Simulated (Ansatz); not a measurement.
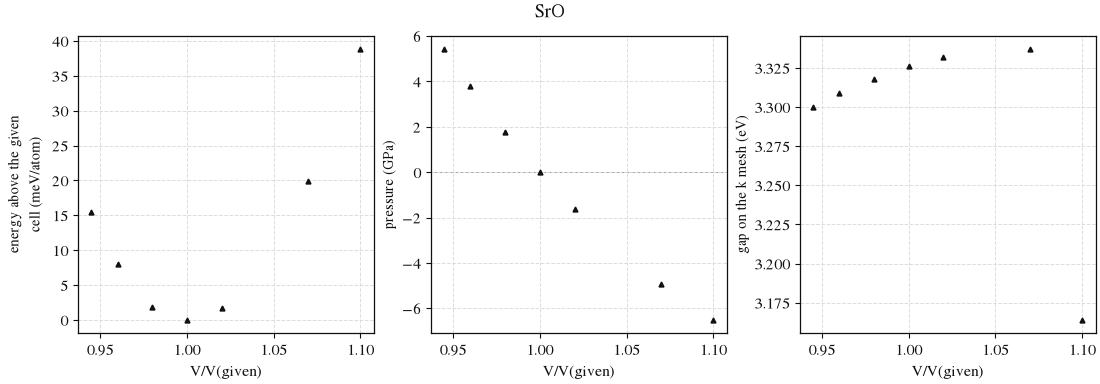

The plot gives the computed energy above the given cell, pressure and gap on the k mesh against V/V(given) for SrO, space group Fm-3m (No. 225) (cell built by us, not taken from a database).

Cell as given: a = 3.673 Å, b = 3.673 Å, c = 3.673 Å, α = 60.00°, β = 60.00°, γ = 60.00°; 2 atoms.

Calculation (Ansatz 0.2.0): plane-wave density functional theory, PAW datasets, Gaussian smearing 0.05 eV: equation of state, the given cell scaled in volume with shape and atoms relaxed at each volume; third-order Birch-Murnaghan fit. Level: PBE, no spin polarisation.

- PAW set: soft_2
- wave cutoff: 420 eV
- k mesh: 12×12×12

V(given) is 17.53 Å³/atom.

The point at V/V(given) 1.040 is left out of the plot. What does the calculation give there?

```json
{"V/V(given)": "1.040", "energy above the given cell (meV/atom)": "6.88", "pressure (GPa)": "-3.0", "gap on the k mesh (eV)": "3.336"}
```
